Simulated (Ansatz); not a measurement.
**Geometry relaxation, with input and output: ZnSe (part 1 of 4)**

The run: geometry relaxation of ZnSe (16 atoms in the cell). Method and program: DFT PBEsol, scalar-relativistic, plane waves, PAW, spin-polarised (Ansatz 0.2.0).

The structure derives from an entry of the Crystallography Open Database. It belongs to a series of runs on one base structure; here: wire along [1 1 0], 16 atoms a period. Figures and captions count atoms from 1; the log counts them from 0 in places.

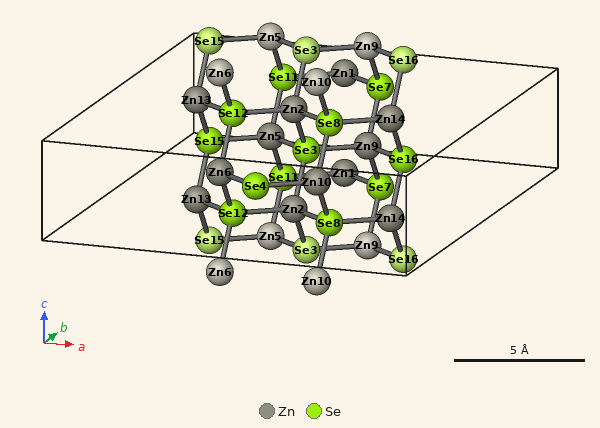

*The input geometry (ball-and-stick view of the cell of the calculation, with the vacuum cut short, seen slightly off an axis; neighbours outside the cell are drawn fainter; atoms are numbered from 1 in the order of the input). An atom can appear more than once, as a periodic image.*

Input
```yaml
crystal:
  lattice:
    - [17.0, 0.0, 0.0]
    - [0.0, 19.2, 0.0]
    - [0.0, 0.0, 3.9832742807]
  atoms:
    - { symbol: Zn, position: [0.5, 0.7567213774, 0.0], spin: 0.3 }
    - { symbol: Zn, position: [0.5, 0.4633255175, 0.0], spin: 0.3 }
    - { symbol: Se, position: [0.5, 0.5366744825, 0.5], spin: 0.3 }
    - { symbol: Se, position: [0.5, 0.2432786226, 0.5], spin: 0.3 }
    - { symbol: Zn, position: [0.3828448741, 0.6100234475, 0.5], spin: 0.3 }
    - { symbol: Zn, position: [0.3828448741, 0.3166275876, 0.5], spin: 0.3 }
    - { symbol: Se, position: [0.6171551259, 0.6833724124, 0.0], spin: 0.3 }
    - { symbol: Se, position: [0.6171551259, 0.3899765525, 0.0], spin: 0.3 }
    - { symbol: Zn, position: [0.6171551259, 0.6100234475, 0.5], spin: 0.3 }
    - { symbol: Zn, position: [0.6171551259, 0.3166275876, 0.5], spin: 0.3 }
    - { symbol: Se, position: [0.3828448741, 0.6833724124, 0.0], spin: 0.3 }
    - { symbol: Se, position: [0.3828448741, 0.3899765525, 0.0], spin: 0.3 }
    - { symbol: Zn, position: [0.2656897482, 0.4633255175, 0.0], spin: 0.3 }
    - { symbol: Zn, position: [0.7343102518, 0.4633255175, 0.0], spin: 0.3 }
    - { symbol: Se, position: [0.2656897482, 0.5366744825, 0.5], spin: 0.3 }
    - { symbol: Se, position: [0.7343102518, 0.5366744825, 0.5], spin: 0.3 }
basis:
  ecutwfc: 420
kpoints:
  mp_grid: { grid: [1, 1, 8] }
hamiltonian:
  xc: pbesol
scf:
  occupations: { method: gaussian, width: 0.05 }
  lower_state_search: "off"
output:
  forces: true
  stress: true
  eigenvalues: true
  populations: true
  write_density: true
  write_potential: true
  elf: true
  volumetric_format: npy
magnetization:
  spin_polarized: true
relax:
  adjacent_minimum: "off"
  f_tol: 0.02
  max_steps: 45
  cell: { fix: [a, b, alpha, beta, gamma], stress_tol: 0.03 }
```

Run as:
```bash
ansatz run input.yaml --threads 4 --pin off --max-ram 11264MiB --backend cpu --events-out ev --progress --plain --runs-dir out
```

What the program printed
```
Engine: ansatz 0.2.0, x86_64-unknown-linux-gnu
Pseudopotentials: kind: paw
Pseudopotential: Zn, paw, valence charge 12, recommended cutoff 420 eV (normal), Zn.paw.azcp
Pseudopotential: Se, paw, valence charge 16, recommended cutoff 420 eV (normal), Se.paw.azcp
Functional definition: PBEsol
  exchange = pbesol_x
  correlation = pbesol_c
Crystal: 16 atoms, lattice volume = 1300.141 Å³
Basis set: ecut = 420 eV, 25509 PW (Γ), exchange–correlation on 240×270×54 points (8 copies of the dense FFT grid, shifted against one another)
Bands: 138, of which v1, the nominal top of the filled ones, is band 112 counted from 1 (111 counted from 0)
Symmetry: 4 space group operations
Space group: Pmm2 (ITA 25), of the structure as read, at distance tolerance 1.1e-4 Å
Magnetic group: BNS 25.57 (UNI 155), of the structure as read, at distance tolerance 1.1e-4 Å
k-points: 5 of 8
Non-local potential: Zn, projectors of the file, l = 0: 2, l = 1: 2, l = 2: 3, l = 3: 1
Non-local potential: Se, projectors of the file, l = 0: 2, l = 1: 2, l = 2: 3, l = 3: 1
PAW form: soft (Blöchl's): semilocal exchange-correlation on the pseudo side does not see the compensation charge
PAW frozen core: Zn, regenerated for the run's functional, and the local potential with it (the file was generated under x = pbe(κ = 0.804, μ = 0.2195149727645171), c = pbe(β = 0.06672455060314922))
PAW frozen core: Se, regenerated for the run's functional, and the local potential with it (the file was generated under x = pbe(κ = 0.804, μ = 0.2195149727645171), c = pbe(β = 0.06672455060314922))
PAW one-centre angular grid: Zn, 590 points (default); XC on 64 Gauss nodes
PAW one-centre angular grid: Se, 590 points (default); XC on 64 Gauss nodes
Initial density: superposition of atomic densities (neutral atoms: chi_scale 0, normalization atom)
Starting moments: Σ|m| = 4.8 μB on 16 of 16 sites
Initial wavefunctions: pseudopotential atomic-orbital guess
Functional: x = pbesol(κ = 0.804, μ = 0.12345679012345678), c = pbesol(β = 0.046)
SCF iter   1: F=—  HF=-69648.818557 eV  |F-HF|=—  |Δ(HF+E_count)|=         —  Δρ=2.01e-2 (↑2.01e-2 ↓1.53e-2)  dr2=1.75e1  dr2_m=2.36e0  M=0.000 μB ∫|m|=0.202 μB  β_m=0.30  ethr=3.10e-3  ⟨swp⟩=7.5  Hψ=6070  notcnv=0  defer=62
preconditioner: auto → Resta (q_TF=auto, 2.035 Å⁻¹)  ε∞=2.5  [insulator: Δε(μ)=1.078 eV  Ē_g=9.962 eV  σ=0.050 eV  W_gap=1.00  n_scr=192 (ndim 8)  ℏωp=12.4 eV  f_vac=0.665  D(μ)=0.00/eV (n_scr^D=0)  ε∞_Penn≈2.5  vacuum switching on, ρ_ref=7.2e-3 e/Å³]
spin=Collinear: Resta preconditioning applied to the charge; magnetization (m = ρ↑ − ρ↓) channel mixes plain (no charge-response kernel on spin).
SCF iter   2: F=—  HF=-69644.756546 eV  |F-HF|=—  |Δ(HF+E_count)|=    4.06e0  Δρ=1.19e-2 (↑1.13e-2 ↓1.19e-2)  dr2=3.56e0  dr2_m=1.18e0  M=0.001 μB ∫|m|=0.142 μB  β_m=0.30  ethr=3.10e-3  ⟨swp⟩=3.0  Hψ=2397  notcnv=0  defer=206
SCF iter   3: F=—  HF=-69643.857277 eV  |F-HF|=—  |Δ(HF+E_count)|=   8.99e-1  Δρ=7.90e-3 (↑7.38e-3 ↓7.90e-3)  dr2=5.87e-1  dr2_m=5.89e-1  M=0.009 μB ∫|m|=0.107 μB  β_m=0.30  ethr=1.59e-3  ⟨swp⟩=2.2  Hψ=1792  notcnv=0  defer=206
SCF iter   4: F=—  HF=-69643.782848 eV  |F-HF|=—  |Δ(HF+E_count)|=   7.44e-2  Δρ=5.51e-3 (↑5.09e-3 ↓5.51e-3)  dr2=1.64e-1  dr2_m=2.93e-1  M=0.013 μB ∫|m|=0.083 μB  β_m=0.30  ethr=2.62e-4  ⟨swp⟩=2.0  Hψ=1634  notcnv=0  defer=206
SCF iter   5: F=—  HF=-69643.799108 eV  |F-HF|=—  |Δ(HF+E_count)|=   1.63e-2  Δρ=3.71e-3 (↑3.42e-3 ↓3.71e-3)  dr2=2.96e-2  dr2_m=1.47e-1  M=0.000 μB ∫|m|=0.061 μB  β_m=0.30  ethr=7.32e-5  ⟨swp⟩=2.3  Hψ=2056  notcnv=0  defer=206
SCF iter   6: F=—  HF=-69643.809897 eV  |F-HF|=—  |Δ(HF+E_count)|=   1.08e-2  Δρ=2.63e-3 (↑2.38e-3 ↓2.63e-3)  dr2=1.28e-2  dr2_m=7.32e-2  M=0.008 μB ∫|m|=0.050 μB  β_m=0.30  ethr=1.32e-5  ⟨swp⟩=2.0  Hψ=1302  notcnv=0  defer=206
Mixer restart at iter 6: flushing history
spin-set hold released at iteration 6 (site moments contracting): the magnetisation degrees of freedom join the quasi-Newton model from the next iteration; the mixer history was flushed
SCF iter   7: F=—  HF=-69643.815403 eV  |F-HF|=—  |Δ(HF+E_count)|=   5.51e-3  Δρ=1.86e-3 (↑1.69e-3 ↓1.86e-3)  dr2=1.12e-2  dr2_m=3.67e-2  M=0.000 μB ∫|m|=0.036 μB  β_m=0.60  ethr=5.71e-6  ⟨swp⟩=1.4  Hψ=1513  notcnv=0  defer=206
SCF iter   8: F=—  HF=-69643.913013 eV  |F-HF|=—  |Δ(HF+E_count)|=   9.76e-2  Δρ=2.27e-3 (↑2.26e-3 ↓2.27e-3)  dr2=2.30e0  dr2_m=2.83e-3  M=0.000 μB ∫|m|=0.015 μB  β_m=0.24  ethr=5.00e-6  ⟨swp⟩=2.9  Hψ=2056  notcnv=0  defer=206  recentre
SCF iter   9: F=—  HF=-69643.821208 eV  |F-HF|=—  |Δ(HF+E_count)|=   9.18e-2  Δρ=7.28e-4 (↑6.64e-4 ↓7.28e-4)  dr2=1.54e-2  dr2_m=5.32e-3  M=0.000 μB ∫|m|=0.018 μB  β_m=0.32  ethr=5.00e-6  ⟨swp⟩=2.3  Hψ=2376  notcnv=0  defer=206
SCF iter  10: F=—  HF=-69643.821405 eV  |F-HF|=—  |Δ(HF+E_count)|=   1.97e-4  Δρ=1.47e-4 (↑1.42e-4 ↓1.47e-4)  dr2=8.64e-3  dr2_m=5.58e-6  M=-0.000 μB ∫|m|=0.005 μB  β_m=0.64  ethr=5.00e-6  ⟨swp⟩=1.0  Hψ=1215  notcnv=0  defer=206
SCF iter  11: F=—  HF=-69643.820505 eV  |F-HF|=—  |Δ(HF+E_count)|=   9.00e-4  Δρ=4.88e-5 (↑4.88e-5 ↓4.75e-5)  dr2=1.00e-3  dr2_m=7.50e-7  M=-0.000 μB ∫|m|=0.002 μB  β_m=0.69  ethr=3.86e-6  ⟨swp⟩=2.0  Hψ=1198  notcnv=0  defer=206
SCF iter  12: F=—  HF=-69643.820428 eV  |F-HF|=—  |Δ(HF+E_count)|=   7.68e-5  Δρ=2.17e-5 (↑2.02e-5 ↓2.17e-5)  dr2=1.38e-4  dr2_m=9.88e-8  M=-0.000 μB ∫|m|=0.001 μB  β_m=0.62  ethr=4.48e-7  ⟨swp⟩=1.5  Hψ=1179  notcnv=0  defer=206
SCF iter  13: F=—  HF=-69643.820417 eV  |F-HF|=—  |Δ(HF+E_count)|=   1.12e-5  Δρ=6.55e-6 (↑6.22e-6 ↓6.55e-6)  dr2=1.81e-5  dr2_m=1.06e-8  M=-0.000 μB ∫|m|=0.000 μB  β_m=0.55  ethr=6.18e-8  ⟨swp⟩=2.0  Hψ=1680  notcnv=0  defer=206
SCF iter  14: F=—  HF=-69643.820531 eV  |F-HF|=—  |Δ(HF+E_count)|=   1.14e-4  Δρ=2.90e-6 (↑2.90e-6 ↓2.60e-6)  dr2=1.34e-6  dr2_m=2.77e-9  M=0.000 μB ∫|m|=0.000 μB  β_m=0.54  ethr=8.08e-9  ⟨swp⟩=2.0  Hψ=1715  notcnv=0  defer=206
iter 15 did not close the SCF: its close was put off for a magnetic moment that had not settled (scf_convergence_deferred on its scf_iter line)
SCF iter  15: F=-69643.820532 eV  HF=-69643.820531 eV  |F-HF|=5.41e-8  |Δ(HF+E_count)|=   2.98e-8  Δρ=8.50e-7 (↑8.50e-7 ↓7.37e-7)  dr2=3.66e-8  dr2_m=8.75e-10  M=0.000 μB ∫|m|=0.000 μB  β_m=0.62  ethr=4.46e-11  ⟨swp⟩=22.0  Hψ=12179  notcnv=0
iter 16 did not close the SCF: its close was put off for a magnetic moment that had not settled (scf_convergence_deferred on its scf_iter line)
SCF iter  16: F=-69643.820532 eV  HF=-69643.820532 eV  |F-HF|=6.94e-9  |Δ(HF+E_count)|=   6.02e-8  Δρ=4.70e-7 (↑4.70e-7 ↓4.42e-7)  dr2=1.49e-8  dr2_m=2.26e-10  M=0.000 μB ∫|m|=0.000 μB  β_m=0.56  ethr=1.64e-11  ⟨swp⟩=7.8  Hψ=8311  notcnv=0
SCF iter  17: F=-69643.820532 eV  HF=-69643.820532 eV  |F-HF|=4.61e-9  |Δ(HF+E_count)|=   6.13e-9  Δρ=2.68e-7 (↑2.68e-7 ↓1.50e-7)  dr2=6.56e-9  dr2_m=9.20e-11  M=0.000 μB ∫|m|=0.000 μB  ethr=6.66e-12  ⟨swp⟩=7.7  Hψ=8168  notcnv=0
WARN: the starting moments were not kept: the SCF closed with an absolute magnetisation of 4.6e-5 μB, where they sum to 4.8 μB in size (16 sites). That is at most 0.1 of that sum. Measured as dr2_m measures the in/out step, that magnetisation stands 1.3e-10 eV from none, at or under the dr2_threshold of 1.0e-7 eV: it is no larger than a step whose dr2_m would equal this threshold. The system may hold no moment; this SCF shows only that its start led to no more than that. To try another start: raise the starting moments (crystal.atoms[].spin, magnetization.per_species, magnetization.initial_magnetization, or on a non-collinear deck that types none of these the spinor_matrix: blocks that start its atoms; where the total moment is fixed, keep their sum and leave initial_magnetization as it is; typed ones take the place of any that the run laid by itself, positive ones on a crystal's lanthanoids without a Hubbard term where scf.initial_density.shell_occupations: [] is typed) or, if the notice of its spin-set hold's release reads "site moments contracting" or "site moments show no strong build", lengthen the hold (scf.mixing.spin_hold: { on: { confirm: 4 } }; for m-r²SCAN on two components see the key's manual first). Each may lead to a state that holds a moment. A second SCF, from the converged charge density, with the starting moments and any scf.initial_density.shell_occupations laid on it anew, would have followed, and was not run: the deck does not ask for one (magnetization.retry_lost_moments is false, the default). To let it run, set magnetization.retry_lost_moments: true and run the deck again, where that key's refused combinations let it; where memory then withholds it, that run's warning says so.
SCF 1 converged in 17 iterations: F = -69643.820532 eV  dr2 = 6.56e-9
  greatest PAW one-centre occupation: 1.000 electrons in one spin orbital (limit 2), on the Se atom at site 3 (counted from 0), in its partial waves of l = 2
relax step   1: F+E_penalty+E_count = -69643.82053156 eV  Δ(F+E_penalty+E_count) = +0.000e0 eV  max|allowed force component| = 1.894e0 eV/Å  Δτ_max = 0.0000 Å  P = -0.571 GPa  Ω = 1300.141 Å³  fix = [a, b, alpha, beta, gamma]  reactions: a -0.357, b -0.728 GPa  (17 SCF iters, dr2 threshold 1.00e-7 eV, accepted)
Crystal: 16 atoms, lattice volume = 1298.782 Å³
Basis set: ecut = 420 eV, 25477 PW (Γ), exchange–correlation on 240×270×54 points (8 copies of the dense FFT grid, shifted against one another)
Initial density: handed on by an earlier stage of this run
Starting moments: Σ|m| = 4.8 μB on 16 of 16 sites; this step starts from the density that it was given
Initial wavefunctions: those handed on with the density
iter 1 solved again at ethr=9.46e-5 eV; its pass at ethr=3.10e-3 eV (dr2=2.12e-1 eV) is discarded
```
